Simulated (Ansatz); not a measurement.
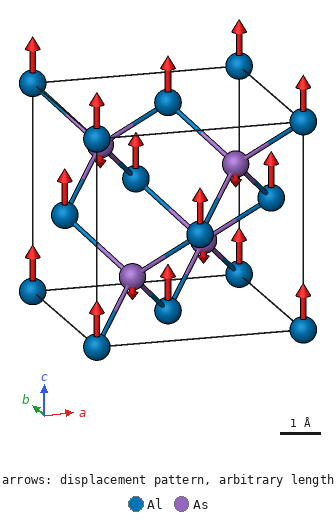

One vibrational mode of crystalline AlAs relaxed at 4 GPa at the zone centre. The red arrows are the displacements of the atoms (eigenvector over the root of the mass), of arbitrary overall length and sign. A ball-and-stick model of the conventional cell (4 times the calculation's cell), seen slightly off an axis. Lengths and directions refer to the drawn axes.

Method: DFT LDA, scalar-relativistic, plane waves, PAW (Ansatz 0.2.0).

The input:
```yaml
crystal:
  lattice:
    - [0.0, 2.7699920237, 2.7699920237]
    - [2.7699920237, 0.0, 2.7699920237]
    - [2.7699920237, 2.7699920237, 0.0]
  atoms:
    - { symbol: Al, position: [0.0, 0.0, 0.0] }
    - { symbol: As, position: [0.75, 0.75, 0.75] }
basis:
  ecutwfc: 420
kpoints:
  mp_grid: { grid: [8, 8, 8] }
hamiltonian:
  xc: lda
scf:
  occupations: { method: fixed }
output:
  eigenvalues: true
phonons:
  method: dfpt
  dielectric: true
  rigid_motions: translations
  eigenvectors: true
```

Launched with:
```bash
ansatz run input.yaml --threads 1 --pin off --max-ram 3072MiB --backend cpu --events-out ev --progress --plain --runs-dir out
```

Frequencies are those without the non-analytic (LO–TO) term.

What mode is this, and where does it lie in the spectrum?

Answer. This is the T₂ mode (triply degenerate; one member of the set is drawn) at 47.0 meV, the only optical level, infrared- and Raman-active by symmetry. The Al sublattice moves against the As sublattice, along c; the kinetic energy is shared as Al 74 %, As 26 %. Its infrared intensity is 16 (D/Å)²/amu for the set. The value is the transverse one; the longitudinal partner lies at 415 cm⁻¹.
